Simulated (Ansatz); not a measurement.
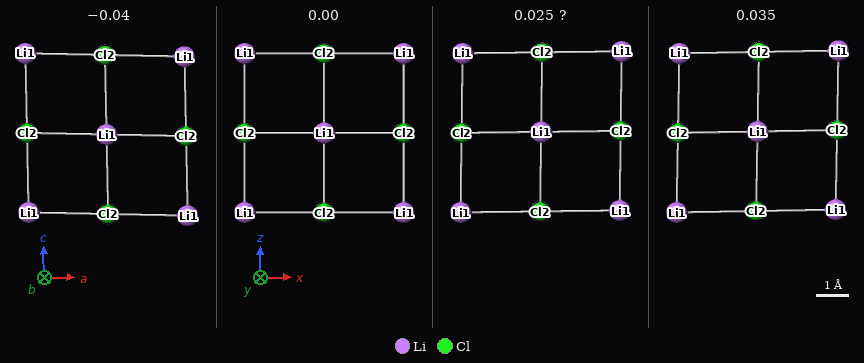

A crystal of LiCl (Fm-3m): the cell is strained in shear in the xz plane, with the atoms kept at their fractional coordinates. x, y and z are the Cartesian axes of the input. The picture is a ball-and-stick view of the conventional cell (4 times the calculation's cell), seen along the b axis. Lengths and directions refer to the drawn axes.

Computed with Ansatz, DFT PBE, scalar-relativistic, plane waves, PAW. Settings: plane-wave cutoff 420 eV; k-point mesh 8 × 8 × 8; occupations gaussian; smearing width 0.05 eV; no spin polarisation. Energies (free energies at the smearing named) are counted from the cell as listed in its source, which wasn't relaxed.

```json
{"engineering shear strain": "−0.040", "energy change (meV/atom)": "2.16"}
{"engineering shear strain": "−0.020", "energy change (meV/atom)": "0.54"}
{"engineering shear strain": "0.000", "energy change (meV/atom)": "0.00"}
{"engineering shear strain": "0.005", "energy change (meV/atom)": "0.03"}
{"engineering shear strain": "0.010", "energy change (meV/atom)": "0.13"}
{"engineering shear strain": "0.015", "energy change (meV/atom)": "0.30"}
{"engineering shear strain": "0.025", "energy change (meV/atom)": "?"}
{"engineering shear strain": "0.030", "energy change (meV/atom)": "1.22"}
{"engineering shear strain": "0.035", "energy change (meV/atom)": "1.66"}
```

One row is withheld. What is its energy?

A straight line between the two neighbours gives 0.91 meV/atom. A cubic through the four nearest rows (0.010, 0.015, 0.030, 0.035) gives, with Lagrange weights, (−0.2000)(0.13) + (0.5000)(0.30) + (1.0000)(1.22) + (−0.3000)(1.66) = 0.85 meV/atom. The calculation gives 0.84 meV/atom, so the cubic is 0.01 meV/atom too high and the straight line 0.07 meV/atom too high, as the curve bends upwards here.

The whole profile:

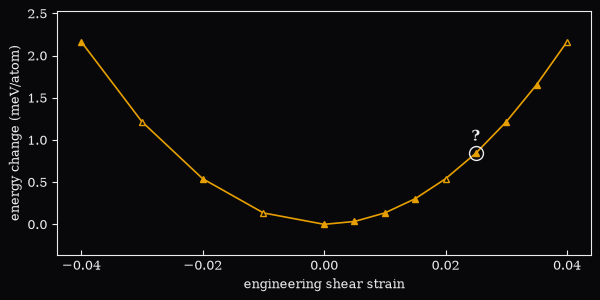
